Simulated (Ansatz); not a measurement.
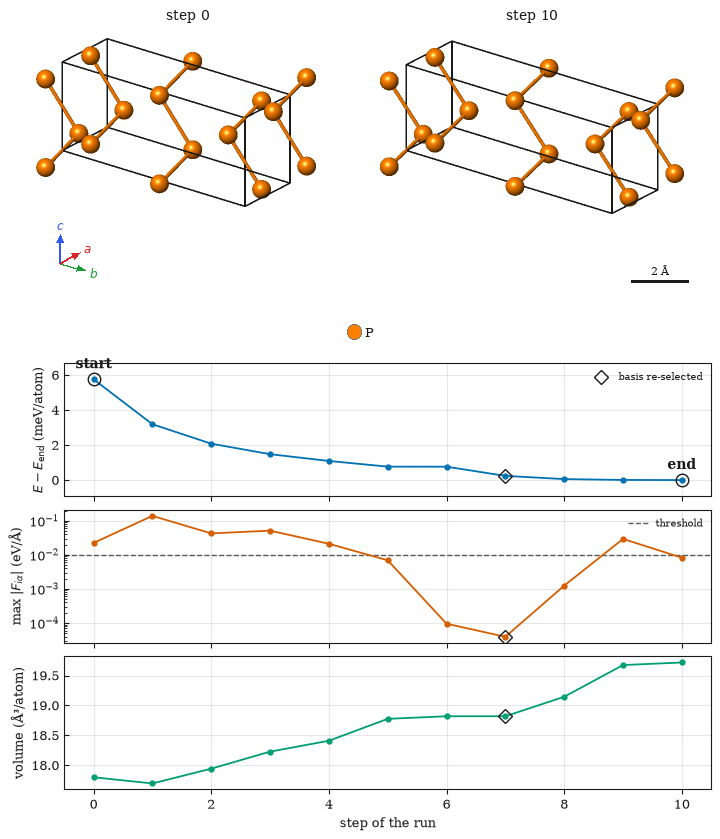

First and last geometry of a relaxation of crystalline P (built on the Ga_15 type), with the history of the run. Style: ball-and-stick. Shown: the conventional cell (2 times the calculation's cell), from a free direction. Lengths and directions refer to the drawn axes.

Case: Ga type (C2/c, No. 15).

Theory: DFT PBE, scalar-relativistic, plane waves, PAW (Ansatz).

The input:
```yaml
crystal:
  lattice:
    - [1.2968915271, -4.0518440817, 0.0]
    - [1.2968915271, 4.0518440817, 0.0]
    - [0.0, 0.0, 3.387412268]
  atoms:
    - { symbol: P, position: [0.9089522514, 0.0910477486, 0.25] }
    - { symbol: P, position: [0.0910477486, 0.9089522514, 0.75] }
basis:
  ecutwfc: 420
kpoints:
  mp_grid: { grid: [22, 22, 16] }
hamiltonian:
  xc: pbe
scf:
  occupations: { method: gaussian, width: 0.1 }
output:
  forces: true
  stress: true
  eigenvalues: true
relax:
  adjacent_minimum: "off"
  f_tol: 0.01
  max_steps: 80
  cell: { stress_tol: 0.05 }
```

Q: What do the curves and the structures tell?

A: The run was cut off at its time limit before the program reported convergence, but its last step already meets the force threshold: the largest component is 0.0082 eV/Å against 0.01 eV/Å. The pressure is within 0.01 GPa of its target. The energy falls by 5.8 meV per atom in 9 accepted moves (10 points after the start). The largest force component goes from 0.022 to 0.0082 eV/Å. The pressure goes from 0.00 to −0.01 GPa. The SCF was repeated once at an unchanged geometry on a basis and grid sized afresh for the cell, which shifted the energy by 0.5 meV per atom at most. The largest moves relative to the cell, 0.077 Å, are those of P1 and P2. P1 goes along −b. The drawn cell changes as follows: a 2.594 → 2.632 Å (+1.5 %), b 8.104 → 9.128 Å (+12.6 %), c 3.387 → 3.282 Å (−3.1 %); the volume changes by +10.8 %. Some distances before and after: P1–P2 2.246 → 2.228 Å. Bond angles that change, for instance: P2–P1–P2 97.9° → 94.9°. The space group stays Cmcm (No. 63). The run took about 6 core-minutes on a shared host.
